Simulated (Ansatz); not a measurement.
**Single-point calculation of Rh**

Rh (Cmcm, 2 atoms in the cell), computed with DFT PBEsol, scalar-relativistic, plane waves, PAW, no spin polarisation (Ansatz 0.2.0).

The structure derives from a Materials Project entry. It belongs to a series of runs on one base structure; here: strain +0.0875 x Voigt [1, 0, 0, 0, 0, 0], atoms carried along. Figures and captions count atoms from 1; the log counts them from 0 in places.

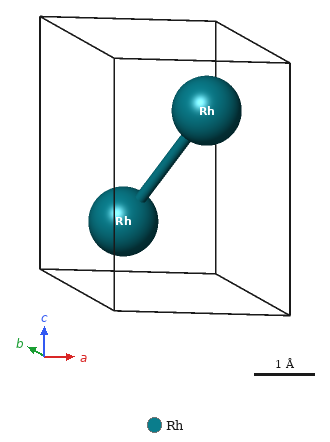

Fig. 1: The structure as given in the input (ball-and-stick view of the cell of the calculation, seen slightly off an axis). An atom can appear more than once, as a periodic image. Near neighbours in the periodic cell (some may lie outside the picture): Rh has 12 Rh at 2.72 to 2.97 Å.

**Input file**
```yaml
crystal:
  lattice:
    - [2.9699397084, 0.0, 0.0]
    - [-1.4849698542, 2.3650972278, 0.0]
    - [0.0, 0.0, 4.428489]
  atoms:
    - { symbol: Rh, position: [0.6666666667, 0.3333333333, 0.75] }
    - { symbol: Rh, position: [0.3333333333, 0.6666666667, 0.25] }
basis:
  ecutwfc: 420
kpoints:
  mp_grid: { grid: [18, 18, 12] }
hamiltonian:
  xc: pbesol
scf:
  occupations: { method: gaussian, width: 0.15 }
output:
  forces: true
  stress: true
  eigenvalues: true
  write_density: true
  write_potential: true
  elf: true
  volumetric_format: npy
```

Machine: 1 thread of Intel Xeon @ 2.50GHz (Skylake/Cascade Lake), 192 GiB of memory available, shared host.

Launch command:
```bash
ansatz run input.yaml --threads 1 --pin off --max-ram 2560MiB --backend cpu --events-out ev --progress --plain --runs-dir out
```

**Log**
```
Engine: ansatz 0.2.0, x86_64-unknown-linux-gnu
Pseudopotentials: kind: paw
Pseudopotential: Rh, paw, valence charge 17, recommended cutoff 420 eV (normal), Rh.paw.azcp
Functional definition: PBEsol
  exchange = pbesol_x
  correlation = pbesol_c
Crystal: 2 atoms, lattice volume = 31.107 Å³
Basis set: ecut = 420 eV, 605 PW (Γ), exchange–correlation on 40×40×60 points (8 copies of the dense FFT grid, shifted against one another)
Bands: 21, of which v1, the nominal top of the filled ones, is band 17 counted from 1 (16 counted from 0)
Symmetry: 8 space group operations
Space group: Cmcm (ITA 63), of the structure as read, at distance tolerance 3.1e-5 Å
k-points: 637 of 3888
Non-local potential: Rh, projectors of the file, l = 0: 3, l = 1: 2, l = 2: 2, l = 3: 1
PAW form: soft (Blöchl's): semilocal exchange-correlation on the pseudo side does not see the compensation charge
PAW frozen core: Rh, regenerated for the run's functional, and the local potential with it (the file was generated under x = pbe(κ = 0.804, μ = 0.2195149727645171), c = pbe(β = 0.06672455060314922))
PAW one-centre angular grid: Rh, 590 points (default); XC on 64 Gauss nodes
Initial density: superposition of atomic densities (neutral atoms: chi_scale 0, normalization atom), corrected by the library's trained network
Initial wavefunctions: pseudopotential atomic-orbital guess
Functional: x = pbesol(κ = 0.804, μ = 0.12345679012345678), c = pbesol(β = 0.046)
SCF iter   1: F=—  HF=-12676.977710 eV  |F-HF|=—  |Δ(HF+E_count)|=         —  Δρ=1.28e-2  dr2=3.86e-2  ethr=1.77e-3  ⟨swp⟩=4.6  Hψ=49945  notcnv=0
preconditioner: auto → none  [metal: Δε(μ)=0.001 eV  Ē_g=6.603 eV  σ=0.150 eV  W_gap=0.00  n_scr=8 (ndim 8)  ℏωp=28.2 eV  f_vac=0.000  D(μ)=4.18/eV (n_scr^D=54)  sad-step TF]
SCF iter   2: F=—  HF=-12676.971683 eV  |F-HF|=—  |Δ(HF+E_count)|=   6.03e-3  Δρ=6.65e-3  dr2=1.07e-2  ethr=1.13e-4  ⟨swp⟩=1.0  Hψ=18473  notcnv=0
SCF iter   3: F=—  HF=-12676.968311 eV  |F-HF|=—  |Δ(HF+E_count)|=   3.37e-3  Δρ=4.66e-4  dr2=2.55e-5  ethr=3.14e-5  ⟨swp⟩=2.0  Hψ=18754  notcnv=0
SCF iter   4: F=—  HF=-12676.968349 eV  |F-HF|=—  |Δ(HF+E_count)|=   3.77e-5  Δρ=1.88e-4  dr2=3.48e-6  ethr=7.50e-8  ⟨swp⟩=2.5  Hψ=23495  notcnv=0
iter 5 did not close the SCF: its close was put off for the readings that it lacked (scf_convergence_deferred on its scf_iter line)
SCF iter   5: F=-12676.968348 eV  HF=-12676.968348 eV  |F-HF|=2.58e-9  |Δ(HF+E_count)|=   9.64e-7  Δρ=3.14e-5  dr2=6.55e-8  ethr=1.02e-8  ⟨swp⟩=2.0  Hψ=23126  notcnv=0
SCF iter   6: F=-12676.968348 eV  HF=-12676.968348 eV  |F-HF|=4.31e-10  |Δ(HF+E_count)|=   9.49e-9  Δρ=3.90e-6  dr2=1.64e-9  ethr=1.93e-10  ⟨swp⟩=5.0  Hψ=80173  notcnv=0
SCF 1 converged in 6 iterations: F = -12676.968348 eV  dr2 = 1.64e-9
  greatest PAW one-centre occupation: 1.000 electrons in one spin orbital (limit 2), on the Rh atom at site 1 (counted from 0), in its partial waves of l = 0
SCF converged after 6 iterations
Free energy (F): -12676.968348 eV
Harris-Foulkes:  -12676.968348 eV  (|F-HF|=4.31e-10)
Internal energy: -12676.920653 eV  (E = F + TS)
E sigma→0 (E₀):  -12676.944501 eV
Entropy (-TS):   -0.047694 eV (-23.847 meV/atom)
Fermi energy:    18.993314 eV
--- Per-component energies (eV) ---
  E_band       = -273.296178
  E_kinetic    = 1139.151833
  E_local      = -3435.678089  (includes V_loc(G=0)·N_el)
  E_nonlocal   = 713.627253
  E_hartree    = 1202.185148
  E_xc         = -437.783338
  E_vxc        = -551.326289  (∫ρ·V_xc dr)
  E_paw        = -7047.706310  (= ΣΔE_a)
  E_vpaw       = -543.444441  (= ΣTr[D̂ρ^β])
  E_aug_tail   = 0.001676  (compensation charges beyond the density's cutoff)
  E_ewald      = -4811.271226
  E_core_change = 0.552399  (= ΣΔE_core)
  E_smearing   = -0.047694  (= −TS)
  E_closure    = 0.000000  (closes the sum)
  Σ components = -12676.968348   (vs F -12676.968348, Δ=0.00e0)
--- Forces (eV/Å), atoms counted from 1 ---
  atom   1  Rh     0.00000000     0.12405833     0.00000000
  atom   2  Rh     0.00000000    -0.12405833     0.00000000
  max |Σ_I F_I| component: 1.39e-17 eV/Å
--- Stress (GPa, compression-positive) ---
      -32.978928       0.000000       0.000000
        0.000000     -22.279879       0.000000
        0.000000       0.000000     -25.301315
  P = ⅓ Tr σ = -26.8534 GPa (-268.534 kbar)
--- Band table (eV; the first three rows and the last of 637) ---
  k-point 0: bands = ["-59.5422", "-59.4611", "-27.7231", "-27.2412", "-27.2245", "-27.1812", "-27.1491", "-27.1385", "11.7470", "13.7239", "15.9306", "16.4921", "16.6497", "17.0589", "17.1112", "17.2607", "17.4783", "19.0033", "19.2034", "20.1608", "26.9677"]
  k-point 1: bands = ["-59.5408", "-59.4625", "-27.7141", "-27.2402", "-27.2230", "-27.1900", "-27.1506", "-27.1400", "11.8150", "13.7420", "15.9004", "16.4568", "16.6206", "16.9411", "17.1872", "17.4212", "17.4377", "19.0052", "19.2100", "19.8713", "27.3499"]
  k-point 2: bands = ["-59.5368", "-59.4665", "-27.6879", "-27.2403", "-27.2187", "-27.2132", "-27.1551", "-27.1443", "12.0151", "13.7907", "15.8357", "16.3604", "16.5389", "16.8052", "17.3294", "17.3861", "17.6807", "19.0007", "19.1636", "19.2172", "28.3377"]
  k-point 636: bands = ["-59.4692", "-59.4692", "-27.5516", "-27.5516", "-27.3628", "-27.3628", "-27.2364", "-27.2364", "14.6072", "14.6072", "15.6556", "15.6556", "16.3322", "16.3322", "17.4453", "17.4453", "19.2016", "19.2016", "22.2817", "22.2817", "29.3470"]
```

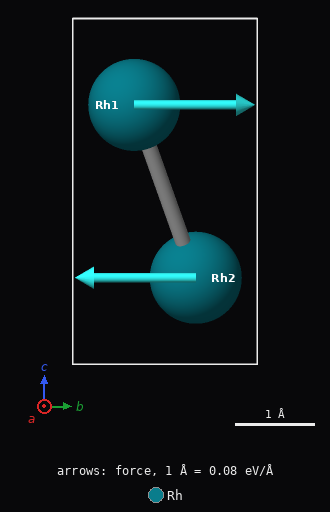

Fig. 2: Forces on the atoms as teal arrows (ball-and-stick view of the cell of the calculation, along the a axis; atoms are numbered from 1 in the order of the input). The largest act on Rh1, Rh2 (0.12 eV/Å). The geometry is not a stationary point of this energy.

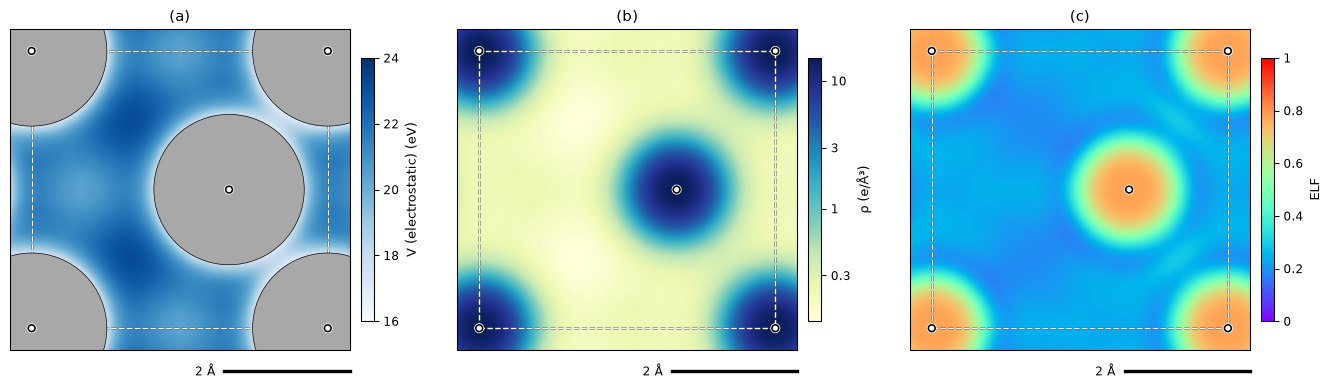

Fig. 3: (a) electrostatic potential (local pseudopotential plus Hartree) felt by an electron; (b) valence charge density (pseudo); (c) electron localisation function on the (100) plane of the conventional cell. Circles mark the nuclei in the plane (Rh). Grey discs, where drawn, cover atomic cores. The section cuts through Rh sites. Rh–Rh (2.72 Å): ρ at the midpoint is about 0.36 e/Å³; the ELF is about 0.30 at the midpoint (no shared electron pair). Away from the nuclei the density in this plane falls to 0.13 e/Å³ at its lowest. The strong features right at Rh lie inside the PAW spheres (semicore, d or f shells) and say nothing about bonding. Outside the cores the potential energy rises away from the atoms and is highest about 1.9 Å from the nearest atoms; outside the discs it spans about 6 eV, and its zero is arbitrary. Core electrons are frozen (PAW), so the fields are smoothed inside the atomic spheres.

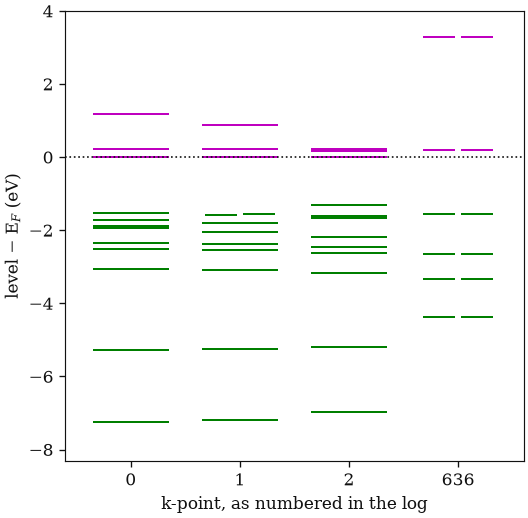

Fig. 4: Kohn–Sham levels near the Fermi level (dotted) at the few k-points that the log prints; levels within 0.02 eV of each other stand side by side. The system is metallic on the full mesh.

**Summary**

- outcome: converged
- space group (tolerance 0.01 Å): Cmcm (63)
- electrons treated: 34
- free energy: −12676.9683 eV
- Fermi energy: 18.993 eV
- gap on the k-point mesh: none (metallic)
- pressure: −26.85 GPa
- largest force (length of the vector): 0.124 eV/Å
- wall time: 27 s
- peak memory: 0.61 GiB

**Notes**

The cell is under a tension of 27 GPa at this level, so it is not at its equilibrium volume.
